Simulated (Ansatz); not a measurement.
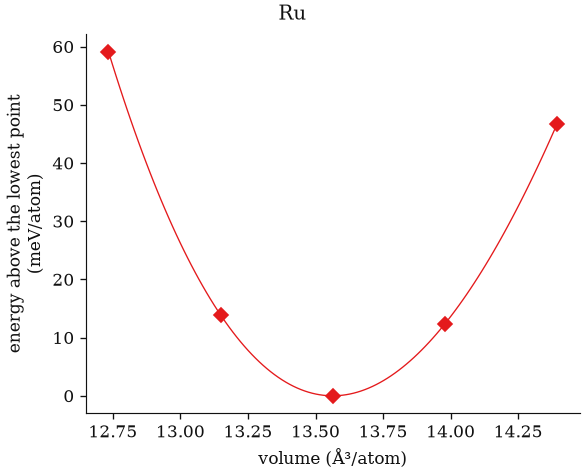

Method: equation of state of a cubic crystal from periodic Kohn-Sham density functional theory without spin, third-order Birch-Murnaghan fit to the free energies; pressure corrected for the finite basis (Ansatz 0.2.0 development build). Level: r2SCAN.

- structure type: fcc
- atoms in cell: 1
- space group number: 225
- lattice centring: face-centred primitive
- k mesh: 15×15×15
- occupation method: Fermi–Dirac
- occupation width: 0.1 eV
- wave cutoff: 700 eV
- datasets: hard PAW
- density tolerance: 1e−09 eV
- bands: 12
- density cutoff ratio: 4
- search for lower states: default
- xc grid level: 2

Figure. Energy above the lowest point against volume for Ru, space group Fm-3m (No. 225) (one of a set of cubic test structures, which need not be the stable phase).

A third-order Birch–Murnaghan fit gives V0 = 13.56 Å³/atom, B0 = 330 GPa and B′ = 4.8. The energy above the lowest point is 59.1 meV/atom at volume 12.73 Å³/atom and 46.8 meV/atom at 14.39 Å³/atom; the lowest computed point is at volume 13.56 Å³/atom (0.0 meV/atom).

Limits of the calculation: cubic model structure, not the ambient form; modest k-mesh, values are not fully converged in k; pseudopotentials made with PBE, not this functional.

Input of one of the runs behind the figure:
```
crystal:
  lattice:
    - [0.0, 1.892871200549, 1.892871200549]
    - [1.892871200549, 0.0, 1.892871200549]
    - [1.892871200549, 1.892871200549, 0.0]
  atoms:
    - { symbol: Ru, position: [0, 0, 0] }
kpoints:
  mp_grid: { grid: [15, 15, 15] }
hamiltonian:
  xc: r2scan
  pseudopotentials:
    kind: paw
    azcp:
      Ru: "pseudopotentials/pbe/paw/ansatz_paw_generated_hard_1/Ru.paw.azcp"
scf:
  occupations: { method: fermi_dirac, width: 0.1 }
  convergence: { dr2_threshold: "1e-9 eV" }
  max_iter: 300
output:
  forces: true
  stress: true
basis:
  xc_grid: 2
```

Run as:
```bash
ansatz run input.yaml --threads 1
```
